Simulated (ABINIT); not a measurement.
**Geometry relaxation of Ge (part 3 of 3)**

Ge (Cmmm, 1 atom in the cell); Kohn-Sham DFT of a periodic cell, PBE with D3(BJ), JTH PAW PBE v2.0, no spin polarisation (ABINIT 10.8.3); cutoff 598.65 eV, 11×11×10 k-mesh, fermi-dirac of 0.05 eV. The structure derives from a Materials Project entry.

Geometry of the input (Å; fractional positions):
```
1.3971  -2.6005  0.0000
1.3971  2.6005  0.0000
0.0000  0.0000  2.6982
Ge 0.5000  0.5000  0.0000
```

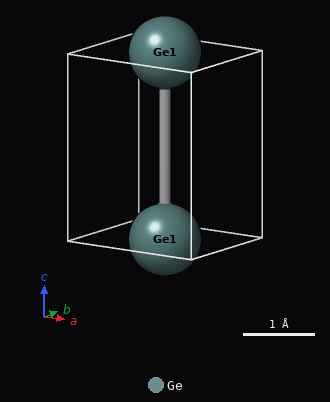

The geometry at step 4 of the log (ball-and-stick view of the cell of the calculation, seen slightly off an axis; atoms are numbered from 1 in the order of the input).

**Log, continued**
```
--- !ResultsGS
iteration_state: {dtset: 1, itime: 6, icycle: 1, }
comment   : Summary of ground state results
lattice_vectors:
- [  2.6583289,  -4.6668558,   0.0000000, ]
- [  2.6583289,   4.6668558,   0.0000000, ]
- [  0.0000000,   0.0000000,   5.0762238, ]
lattice_lengths: [   5.37087,    5.37087,    5.07622, ]
lattice_angles: [ 90.000,  90.000, 120.667, ] # degrees, (23, 13, 12)
lattice_volume:   1.2595165E+02
convergence: {deltae:  2.998E-12, res2:  1.308E-10, residm:  1.828E-05, diffor: null, }
etotal    :  -9.55835188E+01
entropy   :   0.00000000E+00
fermie    :   3.37117319E-01
cartesian_stress_tensor: # hartree/bohr^3
- [ -2.78024670E-06,   0.00000000E+00,   0.00000000E+00, ]
- [  0.00000000E+00,  -3.82877761E-07,   0.00000000E+00, ]
- [  0.00000000E+00,   0.00000000E+00,   8.96177588E-06, ]
pressure_GPa:  -5.6867E-02
xred      :
- [  5.0000E-01,   5.0000E-01,   0.0000E+00, Ge]
cartesian_forces: # hartree/bohr
- [ -0.00000000E+00,  -0.00000000E+00,  -0.00000000E+00, ]
force_length_stats: {min:   0.00000000E+00, max:   0.00000000E+00, mean:   0.00000000E+00, }
...

 Integrated electronic density in atomic spheres:
 ------------------------------------------------
 Atom  Sphere_radius  Integrated_density
    1        2.30477         12.22672334

---OUTPUT-----------------------------------------------------------------------

 Cartesian coordinates (xcart) [bohr]
  2.65832888666261E+00 -1.07849900258551E-16  0.00000000000000E+00
 Reduced coordinates (xred)
  4.99999999630363E-01  4.99999999630363E-01  0.00000000000000E+00
 Cartesian forces (fcart) [Ha/bohr]; max,rms= 0.00000E+00 0.00000E+00 (free atoms)
 -0.00000000000000E+00 -0.00000000000000E+00 -0.00000000000000E+00
 Gradient of E wrt nuclear positions in reduced coordinates (gred)
 -0.00000000000000E+00  0.00000000000000E+00  0.00000000000000E+00
 Scale of Primitive Cell (acell) [bohr]
  5.37087102111277E+00  5.37087102111277E+00  5.07622378659995E+00
 Real space primitive translations (rprimd) [bohr]
  2.65832888862785E+00 -4.66685579864169E+00  0.00000000000000E+00
  2.65832888862785E+00  4.66685579864169E+00  0.00000000000000E+00
  0.00000000000000E+00  0.00000000000000E+00  5.07622378659995E+00
 Unitary Cell Volume (ucvol) [Bohr^3]=  1.25951646209303E+02
 Angles (23,13,12)= [degrees]
  9.00000000000000E+01  9.00000000000000E+01  1.20666693665635E+02
 Lengths [Bohr]
  5.37087102111277E+00  5.37087102111277E+00  5.07622378659995E+00
 Stress tensor in cartesian coordinates (strten) [Ha/bohr^3]
 -2.78024669878377E-06  0.00000000000000E+00  0.00000000000000E+00
  0.00000000000000E+00 -3.82877761169464E-07  0.00000000000000E+00
  0.00000000000000E+00  0.00000000000000E+00  8.96177587860619E-06
 Total energy (etotal) [Ha]= -9.55835187788100E+01

 Difference of energy with previous step (new-old):
           Absolute (Ha)=-3.70836E-06
           Relative     =-3.87971E-08

--- Iteration: ( 7/60) Internal Cycle: (1/1)
--------------------------------------------------------------------------------

---SELF-CONSISTENT-FIELD CONVERGENCE--------------------------------------------

--- !BeginCycle
iteration_state: {dtset: 1, itime: 7, icycle: 1, }
solver: {iscf: 17, nstep: 100, nline: 4, wfoptalg: 10, }
tolerances: {tolvrs: 1.00E-09, }
...

     iter   Etot(hartree)      deltaE(h)  residm     nres2
 ETOT  1  -95.583548007369    -9.558E+01 3.423E+01 1.541E-02
 ETOT  2  -95.583522248503     2.576E-05 2.033E-03 1.710E-03
 ETOT  3  -95.583518795293     3.453E-06 2.009E-03 4.839E-06
 ETOT  4  -95.583518891145    -9.585E-08 9.317E-04 3.223E-06
 ETOT  5  -95.583518890200     9.454E-10 7.055E-06 1.460E-07
 ETOT  6  -95.583518890656    -4.564E-10 5.891E-07 2.145E-08
 ETOT  7  -95.583518890609     4.687E-11 2.083E-07 7.715E-10

 At SCF step    7       nres2   =  7.72E-10 < tolvrs=  1.00E-09 =>converged.

 Cartesian components of stress tensor (hartree/bohr^3)
  sigma(1 1)=  6.27121602E-06  sigma(3 2)=  0.00000000E+00
  sigma(2 2)=  4.89730922E-06  sigma(3 1)=  0.00000000E+00
  sigma(3 3)= -3.66443169E-06  sigma(2 1)=  0.00000000E+00

--- !ResultsGS
iteration_state: {dtset: 1, itime: 7, icycle: 1, }
comment   : Summary of ground state results
lattice_vectors:
- [  2.6632910,  -4.6667223,   0.0000000, ]
- [  2.6632910,   4.6667223,   0.0000000, ]
- [  0.0000000,   0.0000000,   5.0678799, ]
lattice_lengths: [   5.37321,    5.37321,    5.06788, ]
lattice_angles: [ 90.000,  90.000, 120.573, ] # degrees, (23, 13, 12)
lattice_volume:   1.2597573E+02
convergence: {deltae:  4.687E-11, res2:  7.715E-10, residm:  2.083E-07, diffor: null, }
etotal    :  -9.55835189E+01
entropy   :   0.00000000E+00
fermie    :   3.36901044E-01
cartesian_stress_tensor: # hartree/bohr^3
- [  6.27121602E-06,   0.00000000E+00,   0.00000000E+00, ]
- [  0.00000000E+00,   4.89730922E-06,   0.00000000E+00, ]
- [  0.00000000E+00,   0.00000000E+00,  -3.66443169E-06, ]
pressure_GPa:  -7.3593E-02
xred      :
- [  5.0000E-01,   5.0000E-01,   0.0000E+00, Ge]
cartesian_forces: # hartree/bohr
- [ -0.00000000E+00,  -0.00000000E+00,  -0.00000000E+00, ]
force_length_stats: {min:   0.00000000E+00, max:   0.00000000E+00, mean:   0.00000000E+00, }
...

 Integrated electronic density in atomic spheres:
 ------------------------------------------------
 Atom  Sphere_radius  Integrated_density
    1        2.30477         12.22843271

---OUTPUT-----------------------------------------------------------------------

 Cartesian coordinates (xcart) [bohr]
  2.66329104536926E+00 -1.49239523026132E-16  0.00000000000000E+00
 Reduced coordinates (xred)
  4.99999999630363E-01  4.99999999630363E-01  0.00000000000000E+00
 Cartesian forces (fcart) [Ha/bohr]; max,rms= 0.00000E+00 0.00000E+00 (free atoms)
 -0.00000000000000E+00 -0.00000000000000E+00 -0.00000000000000E+00
 Gradient of E wrt nuclear positions in reduced coordinates (gred)
 -0.00000000000000E+00  0.00000000000000E+00  0.00000000000000E+00
 Scale of Primitive Cell (acell) [bohr]
  5.37321286570548E+00  5.37321286570548E+00  5.06787988755122E+00
 Real space primitive translations (rprimd) [bohr]
  2.66329104733816E+00 -4.66672232914615E+00  0.00000000000000E+00
  2.66329104733816E+00  4.66672232914615E+00  0.00000000000000E+00
  0.00000000000000E+00  0.00000000000000E+00  5.06787988755122E+00
 Unitary Cell Volume (ucvol) [Bohr^3]=  1.25975734492262E+02
 Angles (23,13,12)= [degrees]
  9.00000000000000E+01  9.00000000000000E+01  1.20573331173059E+02
 Lengths [Bohr]
  5.37321286570548E+00  5.37321286570548E+00  5.06787988755122E+00
 Stress tensor in cartesian coordinates (strten) [Ha/bohr^3]
  6.27121602432903E-06  0.00000000000000E+00  0.00000000000000E+00
  0.00000000000000E+00  4.89730921693701E-06  0.00000000000000E+00
  0.00000000000000E+00  0.00000000000000E+00 -3.66443169376104E-06
 Total energy (etotal) [Ha]= -9.55835188906094E+01

 Difference of energy with previous step (new-old):
           Absolute (Ha)=-1.11799E-07
           Relative     =-1.16965E-09

--- Iteration: ( 8/60) Internal Cycle: (1/1)
--------------------------------------------------------------------------------

---SELF-CONSISTENT-FIELD CONVERGENCE--------------------------------------------

--- !BeginCycle
iteration_state: {dtset: 1, itime: 8, icycle: 1, }
solver: {iscf: 17, nstep: 100, nline: 4, wfoptalg: 10, }
tolerances: {tolvrs: 1.00E-09, }
...

     iter   Etot(hartree)      deltaE(h)  residm     nres2
 ETOT  1  -95.583529441342    -9.558E+01 7.589E+00 4.468E-03
 ETOT  2  -95.583520908563     8.533E-06 1.930E-02 4.439E-04
 ETOT  3  -95.583519737614     1.171E-06 2.296E-03 3.891E-05
 ETOT  4  -95.583519557644     1.800E-07 1.445E-03 1.887E-06
 ETOT  5  -95.583519560116    -2.472E-09 1.129E-04 7.362E-07
 ETOT  6  -95.583519560550    -4.343E-10 1.217E-05 2.358E-07
 ETOT  7  -95.583519559983     5.674E-10 1.920E-06 1.317E-08
 ETOT  8  -95.583519559987    -4.334E-12 6.045E-07 1.776E-09
 ETOT  9  -95.583519559990    -3.212E-12 1.944E-07 4.744E-10

 At SCF step    9       nres2   =  4.74E-10 < tolvrs=  1.00E-09 =>converged.

 Cartesian components of stress tensor (hartree/bohr^3)
  sigma(1 1)=  3.05698374E-07  sigma(3 2)=  0.00000000E+00
  sigma(2 2)=  4.38405794E-07  sigma(3 1)=  0.00000000E+00
  sigma(3 3)=  2.82809100E-07  sigma(2 1)=  0.00000000E+00

--- !ResultsGS
iteration_state: {dtset: 1, itime: 8, icycle: 1, }
comment   : Summary of ground state results
lattice_vectors:
- [  2.6607297,  -4.6646301,   0.0000000, ]
- [  2.6607297,   4.6646301,   0.0000000, ]
- [  0.0000000,   0.0000000,   5.0705542, ]
lattice_lengths: [   5.37013,    5.37013,    5.07055, ]
lattice_angles: [ 90.000,  90.000, 120.599, ] # degrees, (23, 13, 12)
lattice_volume:   1.2586454E+02
convergence: {deltae: -3.212E-12, res2:  4.744E-10, residm:  1.944E-07, diffor: null, }
etotal    :  -9.55835196E+01
entropy   :   0.00000000E+00
fermie    :   3.37421912E-01
cartesian_stress_tensor: # hartree/bohr^3
- [  3.05698374E-07,   0.00000000E+00,   0.00000000E+00, ]
- [  0.00000000E+00,   4.38405794E-07,   0.00000000E+00, ]
- [  0.00000000E+00,   0.00000000E+00,   2.82809100E-07, ]
pressure_GPa:  -1.0071E-02
xred      :
- [  5.0000E-01,   5.0000E-01,   0.0000E+00, Ge]
cartesian_forces: # hartree/bohr
- [ -0.00000000E+00,  -0.00000000E+00,  -0.00000000E+00, ]
force_length_stats: {min:   0.00000000E+00, max:   0.00000000E+00, mean:   0.00000000E+00, }
...

 Integrated electronic density in atomic spheres:
 ------------------------------------------------
 Atom  Sphere_radius  Integrated_density
    1        2.30477         12.22672241

---OUTPUT-----------------------------------------------------------------------

 Cartesian coordinates (xcart) [bohr]
  2.66072966481841E+00  1.02384981874788E-16  0.00000000000000E+00
 Reduced coordinates (xred)
  4.99999999630363E-01  4.99999999630363E-01  0.00000000000000E+00
 Cartesian forces (fcart) [Ha/bohr]; max,rms= 0.00000E+00 0.00000E+00 (free atoms)
 -0.00000000000000E+00 -0.00000000000000E+00 -0.00000000000000E+00
 Gradient of E wrt nuclear positions in reduced coordinates (gred)
 -0.00000000000000E+00  0.00000000000000E+00  0.00000000000000E+00
 Scale of Primitive Cell (acell) [bohr]
  5.37012631899765E+00  5.37012631899765E+00  5.07055416962730E+00
 Real space primitive translations (rprimd) [bohr]
  2.66072966678542E+00 -4.66463013777932E+00  0.00000000000000E+00
  2.66072966678542E+00  4.66463013777932E+00  0.00000000000000E+00
  0.00000000000000E+00  0.00000000000000E+00  5.07055416962730E+00
 Unitary Cell Volume (ucvol) [Bohr^3]=  1.25864538645539E+02
 Angles (23,13,12)= [degrees]
  9.00000000000000E+01  9.00000000000000E+01  1.20598672664559E+02
 Lengths [Bohr]
  5.37012631899765E+00  5.37012631899765E+00  5.07055416962730E+00
 Stress tensor in cartesian coordinates (strten) [Ha/bohr^3]
  3.05698373878616E-07  0.00000000000000E+00  0.00000000000000E+00
  0.00000000000000E+00  4.38405793595081E-07  0.00000000000000E+00
  0.00000000000000E+00  0.00000000000000E+00  2.82809100474873E-07
 Total energy (etotal) [Ha]= -9.55835195599904E+01

 Difference of energy with previous step (new-old):
           Absolute (Ha)=-6.69381E-07
           Relative     =-7.00310E-09

 At Broyd/MD step   8, gradients are converged :
  max grad (force/stress) = 4.3841E-05 < tolmxf= 5.0000E-04 ha/bohr (free atoms)

================================================================================

 ----iterations are completed or convergence reached----

 Mean square residual over all n,k,spin=   14.703E-11; max=  19.443E-08
 reduced coordinates (array xred) for    1 atoms
       0.499999999630      0.499999999630      0.000000000000
 rms dE/dt=  0.0000E+00; max dE/dt=  0.0000E+00; dE/dt below (all hartree)
    1       0.000000000000      0.000000000000      0.000000000000

 cartesian coordinates (angstrom) at end:
    1      1.40799750204028     0.00000000000000     0.00000000000000

 cartesian forces (hartree/bohr) at end:
    1     -0.00000000000000    -0.00000000000000    -0.00000000000000
 frms,max,avg= 0.0000000E+00 0.0000000E+00   0.000E+00  0.000E+00  0.000E+00 h/b

 cartesian forces (eV/Angstrom) at end:
    1     -0.00000000000000    -0.00000000000000    -0.00000000000000
 frms,max,avg= 0.0000000E+00 0.0000000E+00   0.000E+00  0.000E+00  0.000E+00 e/A
 length scales=  5.370126318998  5.370126318998  5.070554169627 bohr
              =  2.841748465756  2.841748465756  2.683221711396 angstroms
 Fermi (or HOMO) energy (hartree) =   0.33742   Average Vxc (hartree)=  -0.38553
 Eigenvalues (hartree) for nkpt= 216  k points:
 kpt#   1, nband= 11, wtk=  0.00083, kpt=  0.0000  0.0000  0.0000 (reduced coord)
  -0.57372   -0.57119   -0.57082   -0.56500   -0.56486   -0.15225    0.57507    0.64803
   0.65678    0.70807    0.85720
      occupation numbers for kpt#   1
   2.00000    2.00000    2.00000    2.00000    2.00000    2.00000    0.00000    0.00000
   0.00000    0.00000    0.00000
 prteigrs : prtvol=0 or 1, do not print more k-points.

--- !EnergyTerms
iteration_state     : {dtset: 1, itime: 8, icycle: 1, }
comment             : Components of total free energy in Hartree
kinetic             :  6.49467337076868E+00
hartree             :  1.72892141473934E+01
xc                  : -2.30718791259964E+00
Ewald energy        : -5.59330591670600E+01
psp_core            :  2.25388114760842E+00
local_psp           : -6.10896265134939E+01
PAW spherical_terms : -2.27813633538136E+00
VdWaals_dft_d       : -1.31212074037508E-02
internal            : -9.55833624701682E+01
'-kT*entropy'       : -1.58201805056395E-04
total_energy        : -9.55835206719732E+01
total_energy_eV     : -2.60096009975577E+03
...

--- !EnergyTermsDC
iteration_state     : {dtset: 1, itime: 8, icycle: 1, }
comment             : '"Double-counting" decomposition of free energy'
band_energy         : -5.13428206750546E+00
Ewald energy        : -5.59330591670600E+01
psp_core            :  2.25388114760842E+00
xc_dc               : -1.66884347906928E+01
PAW spherical_terms : -2.00683452731318E+01
VdWaals_dft_d       : -1.31212074037508E-02
internal            : -9.55833613581854E+01
'-kT*entropy'       : -1.58201805056395E-04
total_energy_dc     : -9.55835195599904E+01
total_energy_dc_eV  : -2.60096006949718E+03
...

--- !EnergyTermsWithPAWCore
iteration_state     : {dtset: 1, itime: 8, icycle: 1, }
comment             : 'Components of total free energy, including PAW core contributions'
Total energy        : -2.09900176476303E+03
Total energy DC     : -2.09900176365105E+03
Total energy (eV)   : -5.71167477519626E+04
Total energy DC (eV): -5.71167477217040E+04
...

 Cartesian components of stress tensor (hartree/bohr^3)
  sigma(1 1)=  3.05698374E-07  sigma(3 2)=  0.00000000E+00
  sigma(2 2)=  4.38405794E-07  sigma(3 1)=  0.00000000E+00
  sigma(3 3)=  2.82809100E-07  sigma(2 1)=  0.00000000E+00

-Cartesian components of stress tensor (GPa)         [Pressure= -1.0071E-02 GPa]
- sigma(1 1)=  8.99395667E-03  sigma(3 2)=  0.00000000E+00
- sigma(2 2)=  1.28983438E-02  sigma(3 1)=  0.00000000E+00
- sigma(3 3)=  8.32053100E-03  sigma(2 1)=  0.00000000E+00

== END DATASET(S) ==============================================================
================================================================================

 -outvars: echo values of variables after computation  --------
            acell      5.3701263190E+00  5.3701263190E+00  5.0705541696E+00 Bohr
           etotal     -9.5583519560E+01
            fcart     -0.0000000000E+00 -0.0000000000E+00 -0.0000000000E+00
            rprim      4.9546872992E-01 -8.6862577539E-01  0.0000000000E+00
                       4.9546872992E-01  8.6862577539E-01  0.0000000000E+00
                       0.0000000000E+00  0.0000000000E+00  1.0000000000E+00
           strten      3.0569837388E-07  4.3840579360E-07  2.8280910047E-07
                       0.0000000000E+00  0.0000000000E+00  0.0000000000E+00
           xangst      1.4079975020E+00  5.4179799110E-17  0.0000000000E+00
             xred      4.9999999963E-01  4.9999999963E-01  0.0000000000E+00
 Calculation completed.
```

**Trajectory as extended XYZ (Å, eV, eV/Å), 8 frames, from step=0 to step=7**
```
1
Lattice="1.3971 -2.6005 0.0000 1.3971 2.6005 0.0000 0.0000 0.0000 2.6982" Properties=species:S:1:pos:R:3:forces:R:3 step=0 energy=-2600.94518
Ge    1.3971    0.0000    0.0000    0.0000   0.0000   0.0000
1
Lattice="1.3949 -2.5872 0.0000 1.3949 2.5872 0.0000 0.0000 0.0000 2.6908" Properties=species:S:1:pos:R:3:forces:R:3 step=1 energy=-2600.94921
Ge    1.3949    0.0000    0.0000    0.0000   0.0000   0.0000
1
Lattice="1.3922 -2.5014 0.0000 1.3922 2.5014 0.0000 0.0000 0.0000 2.6643" Properties=species:S:1:pos:R:3:forces:R:3 step=2 energy=-2600.95931
Ge    1.3922    0.0000    0.0000    0.0000   0.0000   0.0000
1
Lattice="1.3949 -2.4955 0.0000 1.3949 2.4955 0.0000 0.0000 0.0000 2.6745" Properties=species:S:1:pos:R:3:forces:R:3 step=3 energy=-2600.95970
Ge    1.3949    0.0000    0.0000    0.0000   0.0000   0.0000
1
Lattice="1.4008 -2.4854 0.0000 1.4008 2.4854 0.0000 0.0000 0.0000 2.6810" Properties=species:S:1:pos:R:3:forces:R:3 step=4 energy=-2600.95995
Ge    1.4008    0.0000    0.0000    0.0000   0.0000   0.0000
1
Lattice="1.4067 -2.4696 0.0000 1.4067 2.4696 0.0000 0.0000 0.0000 2.6862" Properties=species:S:1:pos:R:3:forces:R:3 step=5 energy=-2600.96005
Ge    1.4067    0.0000    0.0000    0.0000   0.0000   0.0000
1
Lattice="1.4094 -2.4695 0.0000 1.4094 2.4695 0.0000 0.0000 0.0000 2.6818" Properties=species:S:1:pos:R:3:forces:R:3 step=6 energy=-2600.96005
Ge    1.4094    0.0000    0.0000    0.0000   0.0000   0.0000
1
Lattice="1.4080 -2.4684 0.0000 1.4080 2.4684 0.0000 0.0000 0.0000 2.6832" Properties=species:S:1:pos:R:3:forces:R:3 step=7 energy=-2600.96007
Ge    1.4080    0.0000    0.0000    0.0000   0.0000   0.0000
```

**Key numbers**

| quantity | value |
| --- | --- |
| outcome | converged |
| space group (tolerance 0.01 Å) | Cmmm (65) |
| electrons treated | 14 |
| free energy | −2600.9601 eV |
| Fermi energy | 9.182 eV |
| gap on the k-point mesh | none (metallic) |
| pressure | −0.01 GPa |
| final volume | 18.65 Å³ |
| largest force (length of the vector) at the end | under 0.001 eV/Å |
| final cell | a = 2.842 Å, b = 2.842 Å, c = 2.683 Å, α = 90.00°, β = 90.00°, γ = 120.60° |
| hardware | 1 thread of Arm Neoverse V1, 24 GiB of memory available, shared host |
| wall time | 6.1 min |
| peak memory | 0.17 GiB |
